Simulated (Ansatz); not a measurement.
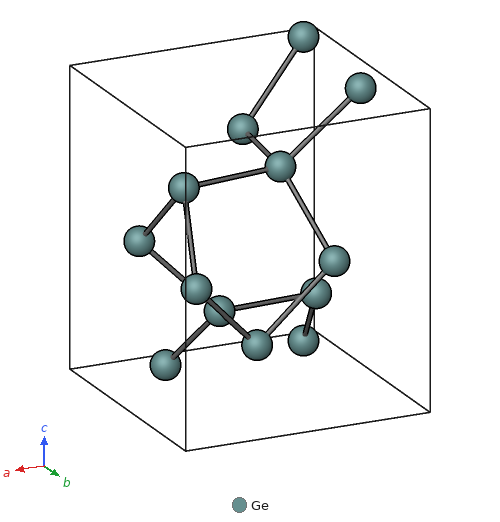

Ge, space group P4_32_12 (No. 96), a = 5.949 Å, b = 5.949 Å, c = 7.091 Å, α = 90.00°, β = 90.00°, γ = 90.00°

```tsv
site	Wyckoff	x	y	z
Ge1	4a	0.0845	0.0845	0.0000
Ge2	8b	0.1693	0.3727	0.2442
```

Origin: the geometry relaxed with DFT r2SCAN, scalar-relativistic, plane waves, PAW in Ansatz.

Question: How is the cell volume shared among the sites in a plain Voronoi partition?

Answer:
```json
{"site": "Ge1", "faces above 1 % of the sphere": "14", "volume (Å³)": "20.76", "solid angle by neighbour (%)": "Ge 100"}
{"site": "Ge2", "faces above 1 % of the sphere": "11", "volume (Å³)": "20.98", "solid angle by neighbour (%)": "Ge 100"}
```

Weighted by multiplicity the volumes add up to the cell volume, 250.9 Å³.

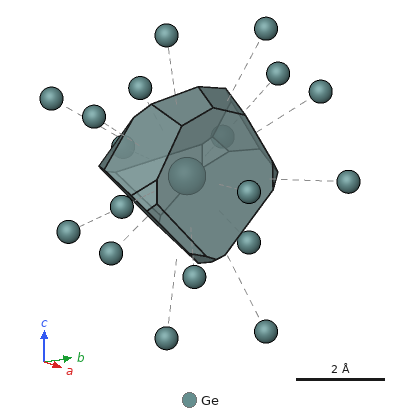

The computed Voronoi cell of Ge2, with the neighbours that bound it.
